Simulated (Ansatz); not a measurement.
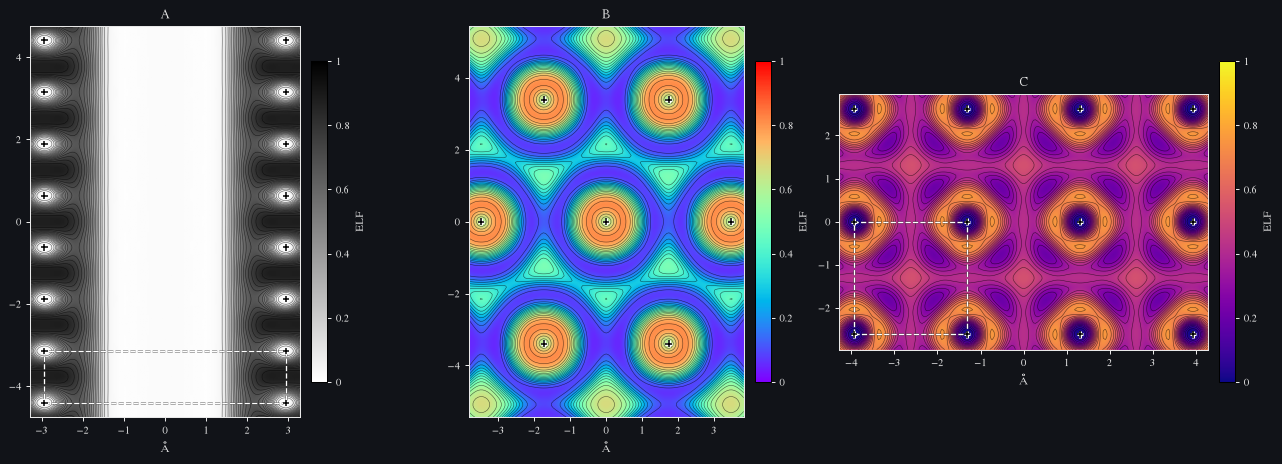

The ELF of 3 systems, each on a plane through atoms (crosses mark nuclei in the plane).

Computed with Ansatz 0.2.0, DFT, r2SCAN, plane waves (500 eV) with PAW, scalar-relativistic.

System 1: C, the (100) plane of the conventional cell. Space group P6/mmm; set up as C, omega (AlB2-type); a generated structure, not necessarily the stable one; changed on purpose from its base cell (volume × 0.96); computed pressure about 8 GPa in this cell.

```yaml
crystal:
  lattice:
    - [5.86723, 0.00000, 0.00000]
    - [-2.93361, 5.08117, 0.00000]
    - [0.00000, 0.00000, 1.25899]
  atoms:
    - { symbol: C, position: [0.00000, 0.00000, 0.00000] }
    - { symbol: C, position: [0.33333, 0.66667, 0.50000] }
    - { symbol: C, position: [0.66667, 0.33333, 0.50000] }
```

System 2: W, the (100) plane of the conventional cell. Space group Pm-3m; set up as W, simple cubic; a generated structure, not necessarily the stable one; changed on purpose from its base cell (volume × 1.0).

```cif
data_structure
_symmetry_space_group_name_H-M 'P 1'
_symmetry_Int_Tables_number 1
_cell_length_a 2.6220
_cell_length_b 2.6220
_cell_length_c 2.6220
_cell_angle_alpha 90.000
_cell_angle_beta 90.000
_cell_angle_gamma 90.000
_cell_volume 18.03
loop_
_atom_site_label
_atom_site_type_symbol
_atom_site_fract_x
_atom_site_fract_y
_atom_site_fract_z
_atom_site_occupancy
W1 W 0.00000 0.00000 0.00000 1
```

System 3: Yb, the (110) plane of the conventional cell. Space group P6/mmm; set up as Yb, omega (AlB2-type); a generated structure, not necessarily the stable one; changed on purpose from its base cell (volume × 1.0); computed without spin polarisation; no Hubbard U on the f states and no spin–orbit coupling.

> Which map belongs to which system?

Panel A is system 1, C: the plane holds C. C–C (1.26 Å): the ELF peaks at about 0.90 between the atoms. Panel B is system 3, Yb: the plane holds Yb. Yb–Yb (3.47 Å): the ELF is about 0.10 at the midpoint (no shared electron pair shows on this line). Panel C is system 2, W: the plane holds W. W–W (2.62 Å): the ELF is about 0.40 at the midpoint.
